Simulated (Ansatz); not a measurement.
```yaml
crystal:
  lattice:
    - [9.45470, 0.00000, 0.00000]
    - [0.00000, 9.45470, 0.00000]
    - [0.00000, 0.00000, 4.85066]
  atoms:
    - { symbol: Si, position: [0.66819, 0.16819, 0.00000] }
    - { symbol: Si, position: [0.16819, 0.66819, 0.50000] }
    - { symbol: Si, position: [0.16819, 0.33181, 0.00000] }
    - { symbol: Si, position: [0.66819, 0.83181, 0.50000] }
    - { symbol: Si, position: [0.33181, 0.83181, 0.00000] }
    - { symbol: Si, position: [0.83181, 0.33181, 0.50000] }
    - { symbol: Si, position: [0.33181, 0.16819, 0.50000] }
    - { symbol: Si, position: [0.83181, 0.66819, 0.00000] }
    - { symbol: Mo, position: [0.00000, 0.50000, 0.25000] }
    - { symbol: Mo, position: [0.50000, 0.00000, 0.75000] }
    - { symbol: Mo, position: [0.50000, 0.00000, 0.25000] }
    - { symbol: Mo, position: [0.00000, 0.50000, 0.75000] }
    - { symbol: Mo, position: [0.92638, 0.21557, 0.00000] }
    - { symbol: Mo, position: [0.42638, 0.71557, 0.50000] }
    - { symbol: Mo, position: [0.71557, 0.42638, 0.00000] }
    - { symbol: Mo, position: [0.21557, 0.92638, 0.50000] }
    - { symbol: Mo, position: [0.21557, 0.07362, 0.00000] }
    - { symbol: Mo, position: [0.71557, 0.57362, 0.50000] }
    - { symbol: Mo, position: [0.42638, 0.28443, 0.00000] }
    - { symbol: Mo, position: [0.92638, 0.78443, 0.50000] }
    - { symbol: Mo, position: [0.28443, 0.57362, 0.00000] }
    - { symbol: Mo, position: [0.78443, 0.07362, 0.50000] }
    - { symbol: Mo, position: [0.07362, 0.78443, 0.00000] }
    - { symbol: Mo, position: [0.57362, 0.28443, 0.50000] }
    - { symbol: Mo, position: [0.28443, 0.42638, 0.50000] }
    - { symbol: Mo, position: [0.78443, 0.92638, 0.00000] }
    - { symbol: Mo, position: [0.07362, 0.21557, 0.50000] }
    - { symbol: Mo, position: [0.57362, 0.71557, 0.00000] }
```

Space group I4/mcm; a generated structure, not necessarily the stable one; computed without spin polarisation.

Computed with DFT PBE, scalar-relativistic, plane waves, PAW (Ansatz 0.2.0).

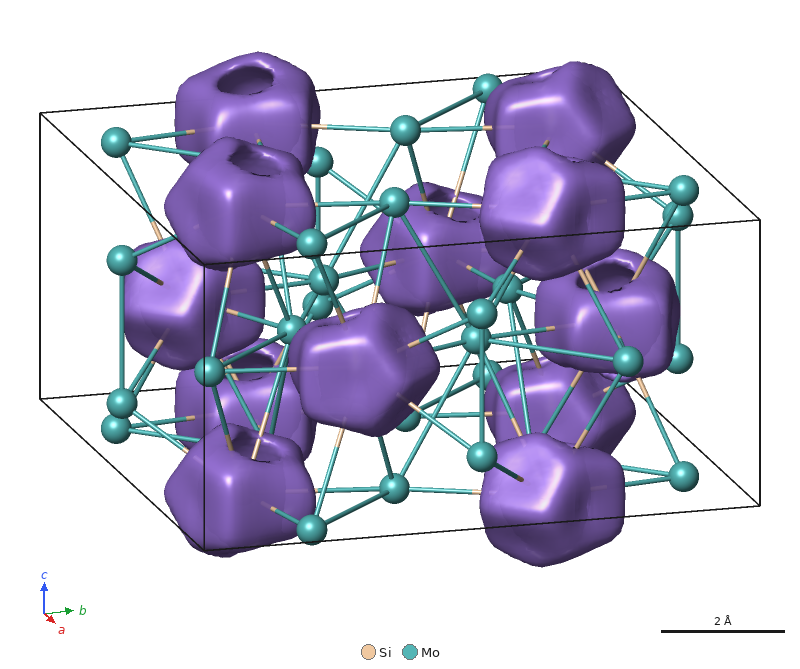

Si2Mo5. Isosurface of the ELF at 0.6 (purple), seen at an oblique angle. Only the valence region is drawn (cores and ρ < 0.01 e/Å³ removed). Sticks mark near contacts.

Q: What do the ELF domains correspond to?

A: The surface consists of eight regions wrapped around Si (the valence shell of each), counted in one cell of 28 atoms. Regions shared between cells count once. Profiles from the grid: Mo–Mo (2.43 Å): the ELF is about 0.30 at the midpoint. Si–Mo (2.48 Å): the ELF peaks at about 0.70 in the valence shell of Si, 0.9 Å from its nucleus, and is about 0.35 at the midpoint.

Q: Does the calculation give a band gap?

A: It is gapless in this calculation (a metal or semimetal).
